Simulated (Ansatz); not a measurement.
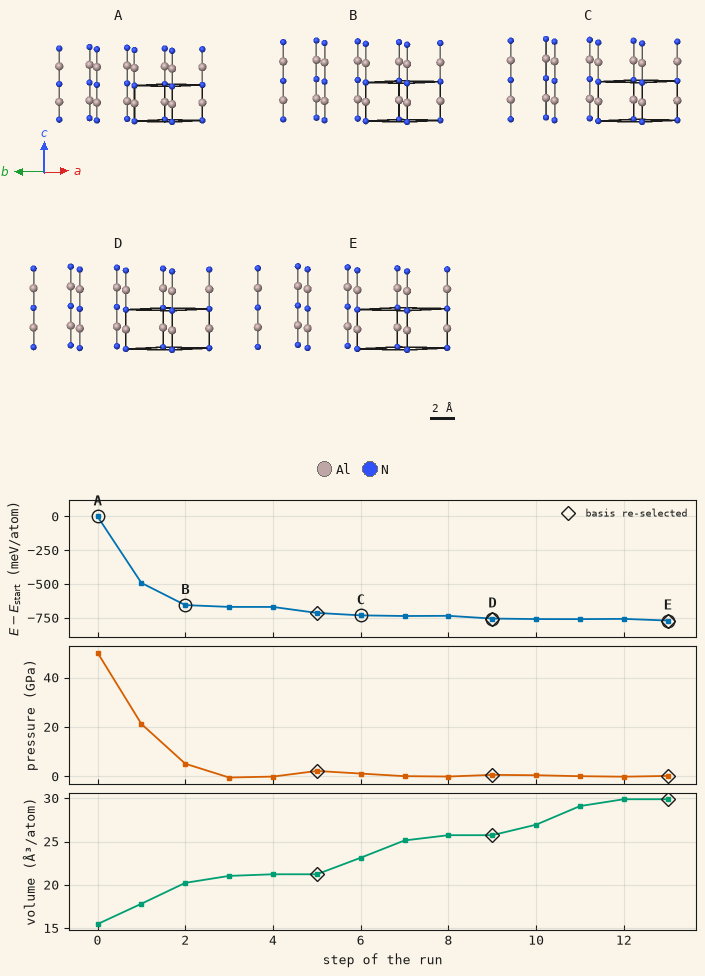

Frames of a relaxation of solid AlN (a generated structure, set up in P6/mmm) (coarse preliminary run), marked on the history of the run. The picture is a ball-and-stick view of the cell of the calculation, repeated 1 × 3 × 2 with one cell outlined, seen from a free direction.

All numbers below come from DFT PBE, scalar-relativistic, plane waves, PAW in Ansatz 0.2.0.

Input
```yaml
crystal:
  lattice:
    - [3.41912466, 0.0, 0.0]
    - [-1.70956233, 2.96104881, 0.0]
    - [0.0, 0.0, 3.05554967]
  atoms:
    - { symbol: Al, position: [0.0, 0.0, 0.5] }
    - { symbol: "N", position: [0.0, 0.0, 0.0] }
basis:
  ecutwfc: 420
kpoints:
  mp_grid: { grid: [6, 6, 6] }
hamiltonian:
  xc: pbe
scf:
  occupations: { method: gaussian, width: 0.1 }
  lower_state_search: "off"
output:
  forces: true
  stress: true
  eigenvalues: true
relax:
  adjacent_minimum: "off"
  f_tol: 0.04
  max_steps: 70
  cell: { stress_tol: 0.4 }
```

Run as
```bash
ansatz run input.yaml --threads 1 --pin off --max-ram 2560MiB --backend cpu --events-out ev --progress --plain --runs-dir out
```

Describe the path.

The atoms keep their places relative to the cell (all moves are under 0.005 Å). The volume changes by +93.2 %, with a = b 3.419 → 4.522 Å (+32.3 %), c 3.056 → 3.375 Å (+10.5 %). Some distances before and after: Al1–N2 1.528 → 1.687 Å. The space group stays P6/mmm (No. 191). After 10 accepted moves (13 points after the start) the energy has fallen by 769 meV per atom. All forces vanish by symmetry, so only the cell relaxes. The pressure goes from 50.06 to 0.21 GPa. At 3 points the geometry stayed and the basis and grid were re-selected for the new cell (energy shift of 44.2 meV per atom at most each time). From step 0 to 2: volume +30.8 %, energy −655 meV per atom. From step 2 to 6: volume +14.3 %, energy −76.0 meV per atom. From step 6 to 9: volume +11.3 %, energy −23.6 meV per atom. From step 9 to 13: volume +16.1 %, energy −14.6 meV per atom.
